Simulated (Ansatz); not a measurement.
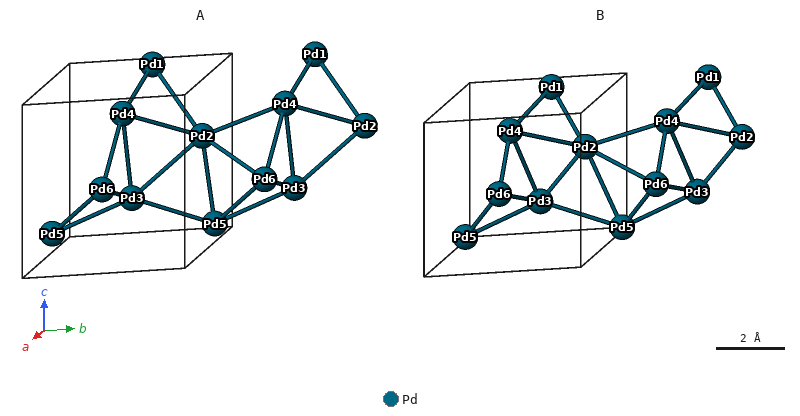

Two geometries of solid Pd (built on the random type) (coarse preliminary run), drawn at one scale. One is the start of a relaxation, the other its converged end. A ball-and-stick model of the cell of the calculation, repeated 1 × 2 × 1 with one cell outlined, seen slightly off an axis.

All numbers below come from DFT PBE, scalar-relativistic, plane waves, PAW in Ansatz 0.2.0. (plane-wave cutoff 420 eV; k-point mesh 6 × 6 × 4; occupations gaussian; smearing width 0.1 eV; no spin polarisation; cell and atoms relaxed; force threshold 0.04 eV/Å; at most 70 steps)

Which one is relaxed?

Structure A is the relaxed one. Case: random cell with space group P6_1 (No. 169). The largest moves relative to the cell, 0.41 Å, are those of Pd1, Pd2, Pd3, Pd4, Pd5 and Pd6. Pd1 goes along [−2 −1 0]. Cell: a = b 4.787 → 4.957 Å (+3.5 %), c 4.729 → 5.325 Å (+12.6 %). Volume +20.7 %. Among the contacts that change: Pd1–Pd2 2.098 → 2.784 Å, Pd1–Pd4 2.552 → 2.640 Å, Pd1–Pd6 2.638 → 2.690 Å, Pd1–Pd4 (another image) 2.622 → 2.639 Å. The space group (tolerance 0.01 Å) goes from P6_1 (No. 169) to P6_122 (No. 178). After 6 accepted moves (8 points after the start) the energy has fallen by 1983 meV per atom. The largest force component goes from 10 to 0.0065 eV/Å. Pressure: 91.92 GPa at the start and 0.00 GPa at the end. At 2 points the geometry stayed and the basis and grid were re-selected for the new cell (energy shift of 3.8 meV per atom at most each time). The run took roughly 2.1 core-minutes on a shared host.
